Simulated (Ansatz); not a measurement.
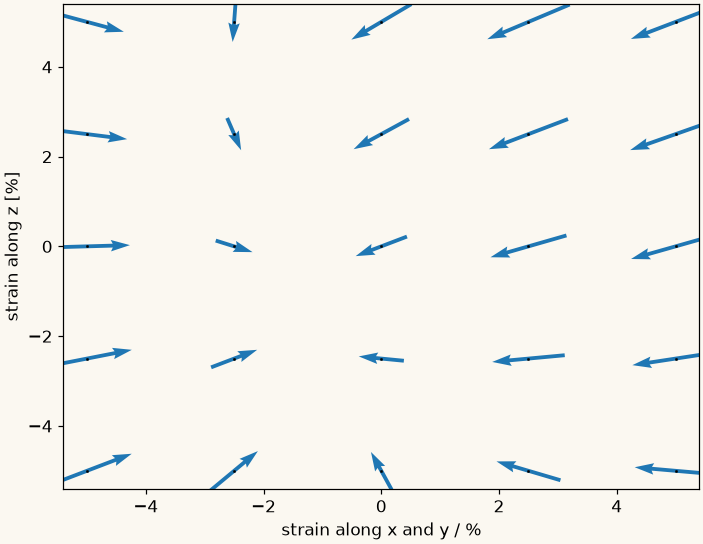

SrO (Fm-3m, No. 225; 2 atoms in the cell). The cell is strained homogeneously, by one strain along x and y and another along z, with fractional coordinates fixed (x, y and z along the cube axes). The first coordinate is: strain along x and y; the second: strain along z. The scan uses a 5 × 5 grid. The reference cell is the one listed in the database, not relaxed at this level. Computed with DFT LDA, scalar-relativistic, plane waves, PAW in Ansatz. Settings: cutoff 420 eV, k-mesh 8×8×8, gaussian smearing 0.05 eV, no spin polarisation.

Drawn: dots at the grid points, arrows along the force (downhill), their lengths compressed.

The arrows alone are given. Where is the energy lowest?

The arrows converge at about strain along x and y = −1.5 %, strain along z = −1.5 % (read from the interpolated surface).

The energy map of the same scan:

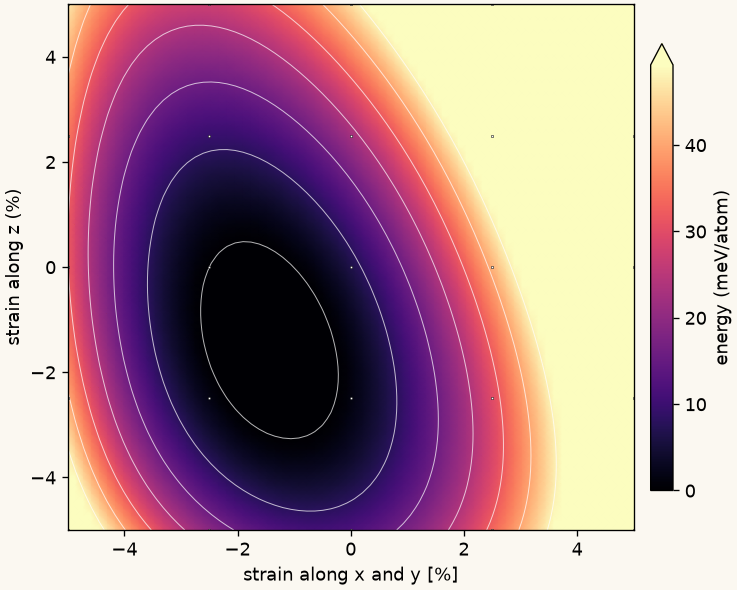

Energies are in meV/atom, from the lowest grid point; between grid points the surface is interpolated.
